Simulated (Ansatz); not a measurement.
**Energy of MoP along an even scaling of the cell**

System: MoP (P-6m2, 2 atoms in the cell).
Method: Kohn-Sham DFT of a periodic cell, RPBE with D4, Ansatz PAW, no spin polarisation (Ansatz 0.2.0).

The 7 runs differ only in the geometry, by an even scaling of the cell at fixed fractional positions. The structure derives from an entry of the Crystallography Open Database.

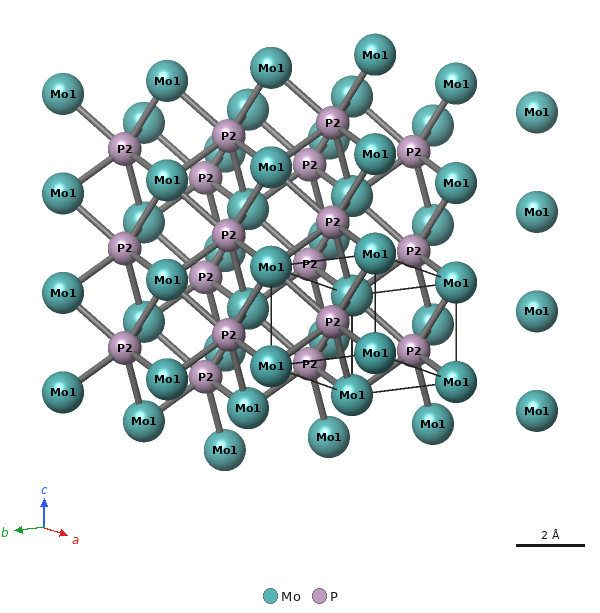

Figure 1. The structure of run 4 (ball-and-stick view of the cell of the calculation, repeated 2 × 3 × 3, seen at an oblique angle; atoms are numbered from 1 in the order of the input).

**Input of run 4**
```yaml
crystal:
  lattice:
    - [3.223, 0.0, 0.0]
    - [-1.6115, 2.7911998764, 0.0]
    - [0.0, 0.0, 3.191]
  atoms:
    - { symbol: Mo, position: [0.0, 0.0, 0.0] }
    - { symbol: P, position: [0.3333333333, 0.6666666667, 0.5] }
hamiltonian:
  xc: rpbe
  pseudopotentials: { kind: paw }
  dispersion: d4
kpoints:
  mp_grid: { grid: [10, 10, 8] }
scf:
  occupations: { method: gaussian, width: 0.01 }
output:
  forces: true
  stress: true
  eigenvalues: true
```

Command:
```bash
ansatz run input.yaml --threads 2 --pin off --max-ram 5632MiB --backend cpu --events-out ev --progress --plain --runs-dir out
```

Run 5 differs from it as follows:
```diff
-    - [3.223, 0.0, 0.0]
-    - [-1.6115, 2.7911998764, 0.0]
-    - [0.0, 0.0, 3.191]
+    - [3.2443449929, 0.0, 0.0]
+    - [-1.6221724965, 2.8096851825, 0.0]
+    - [0.0, 0.0, 3.2121330662]
```

**Results, with one run withheld**

```csv
run,volume per atom (Å³),"free energy per atom, from the lowest run given (meV)",pressure (GPa)
1,13.492,9.99,8.38
2,13.779,0.17,2.69
3,14.066,0.00,−2.41
4,14.353,8.48,−6.97
5,14.640,?,?
6,14.927,47.84,−14.70
7,15.214,77.15,−17.96
```

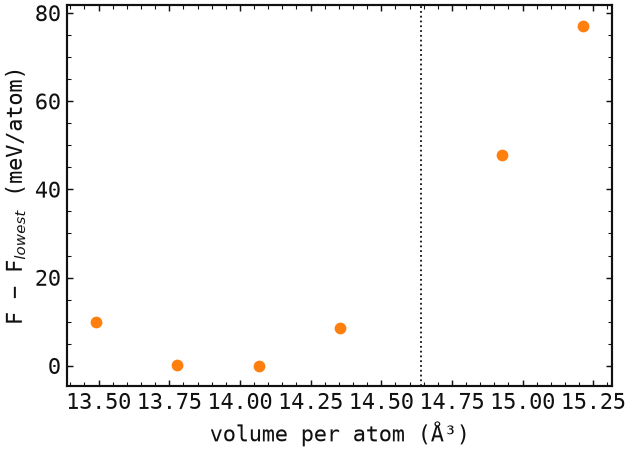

Figure 2. Free energy per atom of the runs given; the dotted line marks run 5.

Estimate the energy of run 5 from the others.

A cubic polynomial in V^(−2/3) (the Birch–Murnaghan form), fitted to the 6 runs given, misses them by at most 0.01 meV per atom. With x = V^(−2/3) − 0.16986 Å⁻², it reads F = 5.7237 − 4669.2 x + 8.0054e+05 x² + 1.0042e+06 x³ (meV per atom). At run 5 it gives 24.70 meV per atom, and the run itself gives 24.70. The slope of the fit gives a pressure −dF/dV of −11.05 GPa there, and the run prints −11.05 GPa. The fit has its minimum at 13.926 Å³ per atom, where V d²F/dV² gives 247 GPa. Cell shape and fractional positions are held, so this is the stiffness under even scaling; the relaxed bulk modulus wasn't computed.

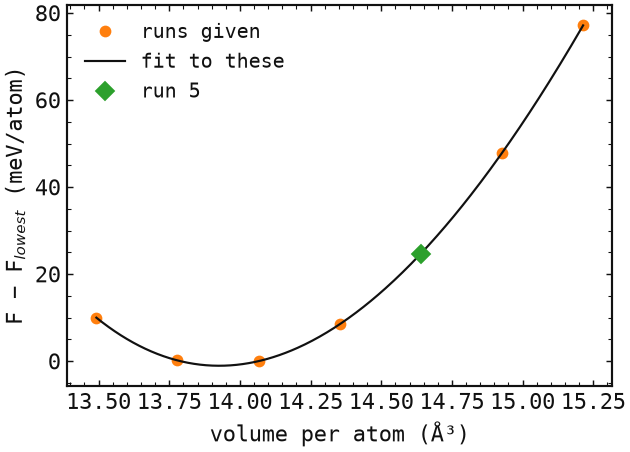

Figure 3. The fit and the withheld run.

**Output, shortened to warnings, some set-up lines, iterations and results (run 5)**
```
Basis set: ecut = 420 eV, 575 PW (Γ), exchange–correlation on 48×48×48 points (8 copies of the dense FFT grid, shifted against one another)
Symmetry: 12 space group operations
k-points: 70 of 800 (time reversal used)
Initial density: superposition of atomic densities (neutral atoms: chi_scale 0, normalization atom), corrected by the library's trained network
[...]
SCF iter   1: F=—  HF=-5725.550446 eV  |F-HF|=—  |Δ(HF+E_count)|=         —  Δρ=6.50e-3  dr2=4.22e-3  ethr=1.77e-3  ⟨swp⟩=6.0  Hψ=6074  notcnv=0
SCF iter   2: F=—  HF=-5725.552211 eV  |F-HF|=—  |Δ(HF+E_count)|=   1.76e-3  Δρ=3.28e-3  dr2=7.99e-4  ethr=2.22e-5  ⟨swp⟩=2.6  Hψ=2160  notcnv=0  defer=32
SCF iter   3: F=—  HF=-5725.553209 eV  |F-HF|=—  |Δ(HF+E_count)|=   9.98e-4  Δρ=4.67e-4  dr2=1.68e-5  ethr=4.20e-6  ⟨swp⟩=2.0  Hψ=1551  notcnv=0  defer=32
SCF iter   4: F=—  HF=-5725.553231 eV  |F-HF|=—  |Δ(HF+E_count)|=   2.20e-5  Δρ=4.21e-5  dr2=3.96e-7  ethr=8.86e-8  ⟨swp⟩=2.3  Hψ=1394  notcnv=0  defer=32
SCF iter   5: F=-5725.553231 eV  HF=-5725.553231 eV  |F-HF|=1.54e-9  |Δ(HF+E_count)|=   5.90e-8  Δρ=5.97e-6  dr2=5.02e-9  ethr=2.09e-9  ⟨swp⟩=2.3  Hψ=1508  notcnv=0  defer=32
SCF iter   6: F=-5725.553231 eV  HF=-5725.553231 eV  |F-HF|=3.27e-10  |Δ(HF+E_count)|=   2.63e-9  Δρ=1.41e-6  dr2=2.26e-10  ethr=2.64e-11  ⟨swp⟩=3.1  Hψ=3302  notcnv=0
SCF 1 converged in 6 iterations: F = -5725.553231 eV  dr2 = 2.26e-10
SCF converged after 6 iterations
Free energy (F): -5725.553231 eV
Harris-Foulkes:  -5725.553231 eV  (|F-HF|=3.27e-10)
Internal energy: -5725.553192 eV  (E = F + TS)
E sigma→0 (E₀):  -5725.553211 eV
Entropy (-TS):   -0.000039 eV (-0.019 meV/atom)
Fermi energy:    16.936145 eV
--- Per-component energies (eV) ---
  E_band       = -68.257917
  E_kinetic    = 515.864515
  E_local      = -1038.241141  (includes V_loc(G=0)·N_el)
  E_nonlocal   = 174.522809
  E_hartree    = 361.219150
  E_xc         = -247.231352
  E_vxc        = -292.493351  (∫ρ·V_xc dr)
  E_paw        = -3780.577477  (= ΣΔE_a)
  E_vpaw       = -150.349296  (= ΣTr[D̂ρ^β])
  E_aug_tail   = 0.000058  (compensation charges beyond the density's cutoff)
  E_ewald      = -1708.683657
  E_disp       = -2.304465  (pairwise vdW)
  E_core_change = -0.121633  (= ΣΔE_core)
  E_smearing   = -0.000039  (= −TS)
  E_closure    = 0.000000  (closes the sum)
  Σ components = -5725.553231   (vs F -5725.553231, Δ=0.00e0)
--- Forces (eV/Å), atoms counted from 1 ---
  atom   1  Mo     0.00000000     0.00000000     0.00000000
  atom   2  P     -0.00000000     0.00000000    -0.00000000
  max |Σ_I F_I| component: 1.11e-16 eV/Å
--- Stress (GPa, compression-positive) ---
      -10.749899       0.000000      -0.000000
        0.000000     -10.749899      -0.000000
       -0.000000      -0.000000     -11.665202
  P = ⅓ Tr σ = -11.0550 GPa (-110.550 kbar)
```

Notes: Points of doubt noted for this run: forces on files of another functional.
